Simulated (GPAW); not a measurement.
**Does Mg15CuO16 (MgO32 Cu1) carry moments in GPAW?**

Aim: find out whether Mg15CuO16 (MgO32 Cu1) carries moments when they start parallel, and what they gain.

Calculated with GPAW 26.7.0; PBE; plane waves with GPAW's PAW setups, scalar-relativistic.

## 1. The starting structure

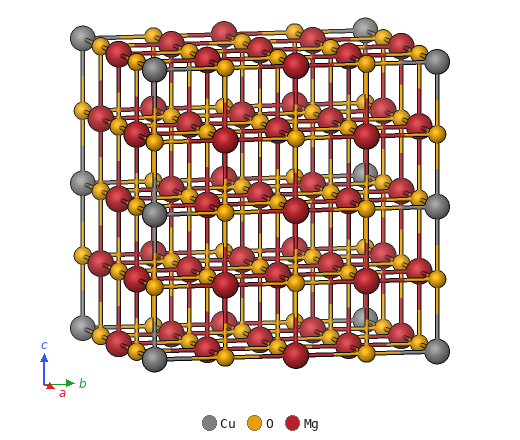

The starting structure, seen slightly off an axis (copper grey, oxygen orange, magnesium red). 1×1×2 cells are drawn. Some periodic images of atoms are drawn too.

The cell is a made-up one and need not be a known phase.

## 2. Start 1: ferro +

Parallel moments need no larger cell; this start tests for a ferromagnetic state only.

order1.py

```python
import json
import numpy as np
from ase import Atoms
from ase.parallel import paropen, parprint
from gpaw import GPAW

atoms = Atoms(['Cu', 'O', 'Mg', 'O', 'Mg', 'O', 'Mg', 'O', 'Mg', 'O', 'Mg', 'O', 'Mg', 'O', 'Mg', 'O', 'Mg', 'O', 'Mg', 'O', 'Mg', 'O', 'Mg', 'O', 'Mg', 'O', 'Mg', 'O', 'Mg', 'O', 'Mg', 'O'],
    cell=[[8.424, 0.0, 0.0],
         [0.0, 8.424, 0.0],
         [0.0, 0.0, 4.212]],
    scaled_positions=[[0.0, 0.0, 0.0],
         [0.25, 0.0, 0.0],
         [0.0, 0.25, 0.5],
         [0.25, 0.25, 0.5],
         [0.25, 0.0, 0.5],
         [0.0, 0.0, 0.5],
         [0.25, 0.25, 0.0],
         [0.0, 0.25, 0.0],
         [0.0, 0.5, 0.0],
         [0.25, 0.5, 0.0],
         [0.0, 0.75, 0.5],
         [0.25, 0.75, 0.5],
         [0.25, 0.5, 0.5],
         [0.0, 0.5, 0.5],
         [0.25, 0.75, 0.0],
         [0.0, 0.75, 0.0],
         [0.5, 0.0, 0.0],
         [0.75, 0.0, 0.0],
         [0.5, 0.25, 0.5],
         [0.75, 0.25, 0.5],
         [0.75, 0.0, 0.5],
         [0.5, 0.0, 0.5],
         [0.75, 0.25, 0.0],
         [0.5, 0.25, 0.0],
         [0.5, 0.5, 0.0],
         [0.75, 0.5, 0.0],
         [0.5, 0.75, 0.5],
         [0.75, 0.75, 0.5],
         [0.75, 0.5, 0.5],
         [0.5, 0.5, 0.5],
         [0.75, 0.75, 0.0],
         [0.5, 0.75, 0.0]],
    pbc=True,
    magmoms=[1.0, 0.0, 0.0, 0.0, 0.0, 0.0, 0.0, 0.0, 0.0, 0.0, 0.0, 0.0, 0.0, 0.0, 0.0, 0.0, 0.0, 0.0, 0.0, 0.0, 0.0, 0.0, 0.0, 0.0, 0.0, 0.0, 0.0, 0.0, 0.0, 0.0, 0.0, 0.0])
atoms.calc = GPAW(mode={'name': 'pw', 'ecut': 600},
    xc='PBE',
    kpts={'size': (3, 3, 6), 'gamma': True},
    occupations={'name': 'fermi-dirac', 'width': 0.05},
    convergence={'density': 1e-05, 'energy': 1e-05},
    maxiter=200,
    mixer={'name': 'pulay', 'beta': 0.05, 'nmaxold': 6, 'weight': 50},
    symmetry={'tolerance': 1e-4},
    txt='order1.txt')
e = atoms.get_potential_energy(force_consistent=True)
res = {'free_energy': e, 'energy_sigma0': atoms.get_potential_energy(), 'fermi_energy': atoms.calc.get_fermi_level()}
res['moments'] = atoms.get_magnetic_moments().tolist()
res['total'] = atoms.get_magnetic_moment()
parprint('site moments (muB):', np.round(res['moments'], 3))
parprint(f"total moment: {res['total']:.3f} muB")
parprint(f'free energy: {e:.6f} eV')
atoms.calc.write('order1.gpw')
with paropen('results.json', 'w') as f:
    json.dump(res, f)
```

Started as:

```
OMP_NUM_THREADS=1 mpirun -n 4 gpaw python order1.py > order1.log
```

Numbers of over 12 decimals in the logs are rounded to 6 here.

What it wrote:

```text
site moments (muB): [ 0.601  0.039 -0.001 -0.    -0.001  0.079 -0.     0.039  0.004  0.002
 -0.001 -0.    -0.     0.003 -0.     0.039  0.004  0.039 -0.    -0.
 -0.001  0.003 -0.     0.002  0.     0.002 -0.    -0.    -0.     0.
 -0.     0.002]
total moment: 0.970 muB
free energy: -191.136843 eV

--- order1.txt ---
Input parameters:
  mode=PW(ecut=600),
  convergence={'density': 1e-05, 'energy': 1e-05},
  kpts=MonkhorstPack(size=(3, 3, 6), gamma=True),
  maxiter=200,
  mixer=Pulay(name='pulay', nmaxold=6, beta=0.05, weight=50, sigma=0.015, g_ss=None),
  occupations=Occupations(name='fermi-dirac', width=0.05),
  symmetry=Symmetry(tolerance=0.0001),
  xc=XC(name='PBE')

Diagonalizing LCAO Hamiltonian
Converting LCAO to pw mode
      .--------------------.
     /|                    |
    / |                    |
   /  |                    |
  /  Mg   O    Mg   O      |
 *  O .--Mg---O----Mg------.
 |Mg O O  Mg MgO  O Mg    /
 O  MgMg O O  Mg MgO     /
 | /                    /
 |/    Mg    O    Mg   /
 Cu---O----Mg----O----*

Atoms  # Å, Bohr magnetons
|    | symbol |        x |        y |        z |    initial magnetic moments |
|----|--------|----------|----------|----------|-----------------------------|
|  0 |     Cu | 0.000000 | 0.000000 | 0.000000 | ( 0.0000,  0.0000,  1.0000) |
|  1 |      O | 2.106000 | 0.000000 | 0.000000 | ( 0.0000,  0.0000,  0.0000) |
|  2 |     Mg | 0.000000 | 2.106000 | 2.106000 | ( 0.0000,  0.0000,  0.0000) |
|  3 |      O | 2.106000 | 2.106000 | 2.106000 | ( 0.0000,  0.0000,  0.0000) |
|  4 |     Mg | 2.106000 | 0.000000 | 2.106000 | ( 0.0000,  0.0000,  0.0000) |
|  5 |      O | 0.000000 | 0.000000 | 2.106000 | ( 0.0000,  0.0000,  0.0000) |
|  6 |     Mg | 2.106000 | 2.106000 | 0.000000 | ( 0.0000,  0.0000,  0.0000) |
|  7 |      O | 0.000000 | 2.106000 | 0.000000 | ( 0.0000,  0.0000,  0.0000) |
|  8 |     Mg | 0.000000 | 4.212000 | 0.000000 | ( 0.0000,  0.0000,  0.0000) |
|  9 |      O | 2.106000 | 4.212000 | 0.000000 | ( 0.0000,  0.0000,  0.0000) |
| 10 |     Mg | 0.000000 | 6.318000 | 2.106000 | ( 0.0000,  0.0000,  0.0000) |
| 11 |      O | 2.106000 | 6.318000 | 2.106000 | ( 0.0000,  0.0000,  0.0000) |
| 12 |     Mg | 2.106000 | 4.212000 | 2.106000 | ( 0.0000,  0.0000,  0.0000) |
| 13 |      O | 0.000000 | 4.212000 | 2.106000 | ( 0.0000,  0.0000,  0.0000) |
| 14 |     Mg | 2.106000 | 6.318000 | 0.000000 | ( 0.0000,  0.0000,  0.0000) |
| 15 |      O | 0.000000 | 6.318000 | 0.000000 | ( 0.0000,  0.0000,  0.0000) |
| 16 |     Mg | 4.212000 | 0.000000 | 0.000000 | ( 0.0000,  0.0000,  0.0000) |
| 17 |      O | 6.318000 | 0.000000 | 0.000000 | ( 0.0000,  0.0000,  0.0000) |
| 18 |     Mg | 4.212000 | 2.106000 | 2.106000 | ( 0.0000,  0.0000,  0.0000) |
| 19 |      O | 6.318000 | 2.106000 | 2.106000 | ( 0.0000,  0.0000,  0.0000) |
| 20 |     Mg | 6.318000 | 0.000000 | 2.106000 | ( 0.0000,  0.0000,  0.0000) |
| 21 |      O | 4.212000 | 0.000000 | 2.106000 | ( 0.0000,  0.0000,  0.0000) |
| 22 |     Mg | 6.318000 | 2.106000 | 0.000000 | ( 0.0000,  0.0000,  0.0000) |
| 23 |      O | 4.212000 | 2.106000 | 0.000000 | ( 0.0000,  0.0000,  0.0000) |
| 24 |     Mg | 4.212000 | 4.212000 | 0.000000 | ( 0.0000,  0.0000,  0.0000) |
| 25 |      O | 6.318000 | 4.212000 | 0.000000 | ( 0.0000,  0.0000,  0.0000) |
| 26 |     Mg | 4.212000 | 6.318000 | 2.106000 | ( 0.0000,  0.0000,  0.0000) |
| 27 |      O | 6.318000 | 6.318000 | 2.106000 | ( 0.0000,  0.0000,  0.0000) |
| 28 |     Mg | 6.318000 | 4.212000 | 2.106000 | ( 0.0000,  0.0000,  0.0000) |
| 29 |      O | 4.212000 | 4.212000 | 2.106000 | ( 0.0000,  0.0000,  0.0000) |
| 30 |     Mg | 6.318000 | 6.318000 | 0.000000 | ( 0.0000,  0.0000,  0.0000) |
| 31 |      O | 4.212000 | 6.318000 | 0.000000 | ( 0.0000,  0.0000,  0.0000) |

Unit cell  # Å
| periodic |        x |        y |        z |  lengths |    angles |
|----------|----------|----------|----------|----------|-----------|
|      yes | 8.424000 | 0.000000 | 0.000000 | 8.424000 | 90.000000 |
|      yes | 0.000000 | 8.424000 | 0.000000 | 8.424000 | 90.000000 |
|      yes | 0.000000 | 0.000000 | 4.212000 | 4.212000 | 90.000000 |

Number of symmetries: 16

BZ-sampling:
  Number of BZ points: 54
  Number of IBZ points: 12

  Monkhorst-Pack size: [3, 3, 6]
  Monkhorst-Pack shift: [0.0, 0.0, 0.083333]

K-points  # in reciprocal-cell coordinates
|     |                                coordinates |     weight |
|-----|--------------------------------------------|------------|
|   0 | (  0.00000000,   0.00000000,   0.00000000) | 0.01851852 |
|   1 | (  0.00000000,   0.00000000,   0.16666667) | 0.03703704 |
|   2 | (  0.00000000,   0.00000000,   0.33333333) | 0.03703704 |
|   3 | (  0.00000000,   0.00000000,   0.50000000) | 0.01851852 |
|   4 | (  0.33333333,   0.00000000,   0.00000000) | 0.07407407 |
|   5 | (  0.33333333,   0.00000000,   0.16666667) | 0.14814815 |
|   6 | (  0.33333333,   0.00000000,   0.33333333) | 0.14814815 |
|   7 | (  0.33333333,   0.00000000,   0.50000000) | 0.07407407 |
|   8 | (  0.33333333,   0.33333333,   0.00000000) | 0.07407407 |
|   9 | (  0.33333333,   0.33333333,   0.16666667) | 0.14814815 |
| ... |                                            |            |
|  11 | (  0.33333333,   0.33333333,   0.50000000) | 0.07407407 |

Plane wave coefficients: 10005
Cutoff: 600.0 eV

Spin-components: 2 (collinear spins)
Bands:           159
Projectors:      161
Spin-degeneracy: 1
Datatype:        complex128

Parallelization:
  kpt:    4
  domain: 1
  band:   1

Density:
  Valence electrons: 257.0
  Components: 2
  Grid points: [48 48 24]
  Charge: 0.0  # |e|

Potential:
  Grid points: [48 48 24]

species:
  Cu:
    name:    Copper
    Z:       29.0
    valence: 11
    core:    18
    charge:  0.0  # [|e|]
    compensation charges:
      type: gauss
      rc: 0.33  # [Å]
      lmax: 2
    cutoffs:
      filter: 2.06  # [Å]
      core: 2.43  # [Å]
    projectors
    | kind |    occ | energy [eV] | rcut [Å] |
    |------|--------|-------------|----------|
    |   4s |  1.000 |      -4.609 |    1.164 |
    |   4p |  0.000 |      -0.698 |    1.164 |
    |   3d | 10.000 |      -5.039 |    1.058 |
    |    s |        |      22.603 |    1.164 |
    |    p |        |      26.513 |    1.164 |
    |    d |        |      22.172 |    1.058 |

    Using partial waves for Cu as LCAO basis

  O:
    name:    Oxygen
    Z:       8.0
    valence: 6
    core:    2
    charge:  0.0  # [|e|]
    compensation charges:
      type: gauss
      rc: 0.21  # [Å]
      lmax: 2
    cutoffs:
      filter: 1.17  # [Å]
      core: 0.83  # [Å]
    projectors
    | kind |    occ | energy [eV] | rcut [Å] |
    |------|--------|-------------|----------|
    |   2s |  2.000 |     -23.961 |    0.688 |
    |   2p |  4.000 |      -9.029 |    0.598 |
    |    s |        |       3.251 |    0.688 |
    |    p |        |      18.182 |    0.598 |
    |    d |        |       0.000 |    0.619 |

    Using partial waves for O as LCAO basis

  Mg:
    name:    Magnesium
    Z:       12.0
    valence: 10
    core:    2
    charge:  0.0  # [|e|]
    compensation charges:
      type: gauss
      rc: 0.33  # [Å]
      lmax: 2
    cutoffs:
      filter: 1.86  # [Å]
      core: 0.54  # [Å]
    projectors
    | kind |    occ | energy [eV] | rcut [Å] |
    |------|--------|-------------|----------|
    |   2s |  2.000 |     -79.840 |    1.090 |
    |   3s |  2.000 |      -4.705 |    1.090 |
    |   2p |  6.000 |     -46.613 |    1.085 |
    |   3p |  0.000 |      -1.330 |    1.085 |
    |    d |        |       0.000 |    1.037 |

    Using partial waves for Mg as LCAO basis

Reference energy: -159419.761989  # eV

eigensolver:
  PPCG
  Converge bands: occupied
  niter=2

density mixing:
  Pulay-Mixer
  Linear mixing parameters: 0.05
  Old densities: 6
  Fourier metric: weight=50, sigma=0.015

occupation numbers:
  Fermi-Dirac:
    width: 0.0500  # eV

poisson solver:
  ecut: 4800.0  # eV

xc functional:
  name: PBE with 2 nearest neighbor stencil

convergence criteria:
- Maximum integral of absolute [dens]ity change: 1e-05 electrons / valence electron
- Maximum [total energy] change in last 3 cyles: 1e-05 eV / valence electron
- Maximum integral of absolute [eigenst]ate change: 4e-08 eV^2 / valence electron
maximum number of iterations: 200

SCF iterations
|iter     |      energy | eigst |  dens |  magmom |
|---------|-------------|-------|-------|---------|
|iter:   1|       0s | -214.226561 | +0.84 |       |  +0.9900|
|iter:   2|      25s | -206.767214 | -0.35 | -0.95 |  +0.9676|
|iter:   3|      49s | -196.785073 | -0.22 | -1.01 |  +0.8825|
|iter:   4|      73s | -191.277657 | +0.15 | -1.16 |  +0.7209|
|iter:   5|      98s | -190.946524 | -1.07 | -1.43 |  +0.6311|
|iter:   6|     122s | -191.177951 | -1.76 | -1.57 |  +0.5969|
|iter:   7|     146s | -191.469944 | -1.11 | -1.64 |  +0.5617|
|iter:   8|     171s | -191.133748 | -1.71 | -1.95 |  +0.5466|
|iter:   9|     195s | -191.099563 | -1.85 | -2.39 |  +0.5647|
|iter:  10|     219s | -191.099349 | -2.38 | -2.54 |  +0.5825|
[... 14 iterations left out ...]
|iter:  25|     583s | -191.118643c| -5.43 | -3.71 |  +0.9599|
|iter:  26|     607s | -191.118750c| -5.90 | -3.95 |  +0.9720|
|iter:  27|     631s | -191.118748c| -6.49 | -4.17 |  +0.9726|
|iter:  28|     655s | -191.118736c| -7.12 | -4.26 |  +0.9711|
|iter:  29|     680s | -191.118735c| -6.76 | -4.30 |  +0.9703|
|iter:  30|     692s | -191.118735c| -7.60c| -4.59 |  +0.9703|
|iter:  31|     717s | -191.118737c| -7.42c| -4.60 |  +0.9693|
|iter:  32|     728s | -191.118736c| -8.00c| -4.86 |  +0.9694|
|iter:  33|     752s | -191.118743c| -7.58c| -4.87 |  +0.9696|
|iter:  34|     764s | -191.118745c| -8.29c| -5.17c|  +0.9696|

Converged in 34 steps
Energy contributions relative to reference atoms: (reference = -159419.761989)

Energy contributions:
  Kinetic:         179.528970
  Coulomb:        -150.903008
  Zero:              1.838733
  External:          0.000000
  Xc:             -221.565342
  Entropy:          -0.036196
  Spinorbit:         0.000000
  ----------------------------
  Free energy:    -191.136843
  Extrapolated:   -191.118745

dipole moment: (-148.909192, -148.909192, -145.841579)  # |e|*Ang

Total magnetic moment: (0.000000, 0.000000, 0.969640)

Local magnetic moments
|        x |        y |         z |
|----------|----------|-----------|
| 0.000000 | 0.000000 |  0.601399 |  # Cu   0
| 0.000000 | 0.000000 |  0.038634 |  # O    1
| 0.000000 | 0.000000 | -0.000714 |  # Mg   2
| 0.000000 | 0.000000 | -0.000302 |  # O    3
| 0.000000 | 0.000000 | -0.000714 |  # Mg   4
| 0.000000 | 0.000000 |  0.078546 |  # O    5
| 0.000000 | 0.000000 | -0.000378 |  # Mg   6
| 0.000000 | 0.000000 |  0.038634 |  # O    7
| 0.000000 | 0.000000 |  0.003652 |  # Mg   8
| 0.000000 | 0.000000 |  0.001545 |  # O    9
| 0.000000 | 0.000000 | -0.000714 |  # Mg  10
| 0.000000 | 0.000000 | -0.000302 |  # O   11
| 0.000000 | 0.000000 | -0.000040 |  # Mg  12
| 0.000000 | 0.000000 |  0.003287 |  # O   13
| 0.000000 | 0.000000 | -0.000378 |  # Mg  14
| 0.000000 | 0.000000 |  0.038634 |  # O   15
[...]
| 0.000000 | 0.000000 | -0.000378 |  # Mg  22
| 0.000000 | 0.000000 |  0.001545 |  # O   23
| 0.000000 | 0.000000 |  0.000098 |  # Mg  24
| 0.000000 | 0.000000 |  0.001545 |  # O   25
| 0.000000 | 0.000000 | -0.000040 |  # Mg  26
| 0.000000 | 0.000000 | -0.000302 |  # O   27
| 0.000000 | 0.000000 | -0.000040 |  # Mg  28
| 0.000000 | 0.000000 |  0.000082 |  # O   29
| 0.000000 | 0.000000 | -0.000378 |  # Mg  30
| 0.000000 | 0.000000 |  0.001545 |  # O   31

Fermi level: 6.726
Eigenvalues  # (at kpt = [0.000, 0.000, 0.000])
| band index |      eig [eV] | occ [0-1] |      eig [eV] | occ [0-1] |
|------------|---------------|-----------|---------------|-----------|
|          0 |       -67.540 |     1.000 |       -67.538 |     1.000 |
|        ... |               |           |               |           |
|        121 |         4.552 |     1.000 |         4.882 |     1.000 |
|        122 |         4.628 |     1.000 |         4.882 |     1.000 |
|        123 |         4.628 |     1.000 |         4.926 |     1.000 |
|        124 |         4.847 |     1.000 |         4.926 |     1.000 |
|        125 |         4.892 |     1.000 |         4.926 |     1.000 |
|        126 |         4.892 |     1.000 |         5.104 |     1.000 |
|        127 |         4.893 |     1.000 |         5.523 |     1.000 |
|        128 |         5.907 |     1.000 |         6.667 |     0.765 |
|        129 |         9.559 |     0.000 |         9.581 |     0.000 |
|        130 |        12.555 |     0.000 |        12.632 |     0.000 |
|        131 |        13.022 |     0.000 |        13.035 |     0.000 |
|        132 |        13.022 |     0.000 |        13.035 |     0.000 |
|        133 |        13.061 |     0.000 |        13.090 |     0.000 |
|        134 |        14.152 |     0.000 |        14.187 |     0.000 |
|        135 |        14.267 |     0.000 |        14.272 |     0.000 |
|        136 |        14.267 |     0.000 |        14.272 |     0.000 |
|        ... |               |           |               |           |
|        158 |        18.001 |     0.000 |        17.193 |     0.000 |

No gap
No difference between direct/indirect transitions
```

Run time: 14 min. Hardware: 4 MPI ranks of Arm Neoverse V2, shared host; peak memory 2.4 GiB.

Spin moment in the augmentation sphere by element, in μB:

```
element  atoms   mean  spread (r.m.s.)   least  largest
     Cu      1  0.601            0.000   0.601    0.601
      O     16  0.015            0.023   0.000    0.079
     Mg     15  0.000            0.001  -0.001    0.004
```

The atoms farthest from the mean of their element:

```
atom       x, y, z (Å)  spin moment in the augmentation sphere (μB)
  O6  0.00, 0.00, 2.11                                        0.079
  O2  2.11, 0.00, 0.00                                        0.039
  O8  0.00, 2.11, 0.00                                        0.039
 O16  0.00, 6.32, 0.00                                        0.039
 O18  6.32, 0.00, 0.00                                        0.039
 O12  2.11, 6.32, 2.11                                        0.000
 O20  6.32, 2.11, 2.11                                        0.000
  O4  2.11, 2.11, 2.11                                        0.000
```

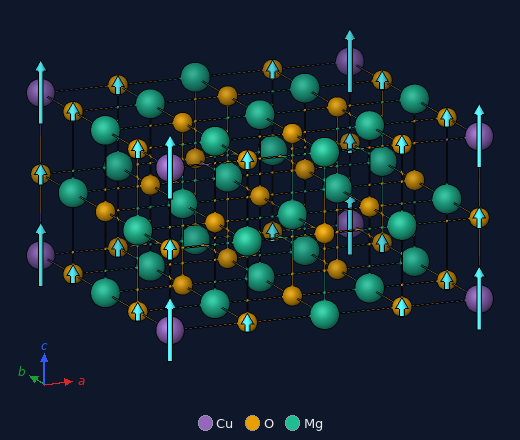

Spin moment in the augmentation sphere as arrows, the longest 0.601 μB. Up and down stand for the sign. Arrows give size and sign along the axis of quantisation, drawn up and down the page. Each arrow also spans its atom, so small moments look longer than they are. Some periodic images of atoms are drawn too.

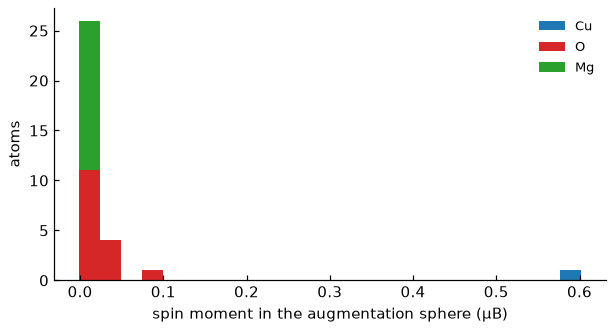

Spin moment in the augmentation sphere as a stacked histogram.

Read from the output:

```yaml
magnetization: 0.9696 μB
final_state: ferromagnetic
```

After 34 cycles the largest moment stands at 0.601 μB.

(Continued in part 2 of 2.)

[Logs and program files are shortened in this print: banners, set-up blocks, solver, clock and traceback lines can be left out without a mark of their own.]

[Logs are printed without paths, hosts, clocks, repeated set-up lines and the standing remarks that a program may print on its own settings, such as how far it seeks lower states.]

[Hosts, paths, dates, database ids (printed as entryN), source tags and the programs' standing remarks are cut or masked in the printed files.]

[Where a cell is said to come from a database of computed structures, the database is the Materials Project.]
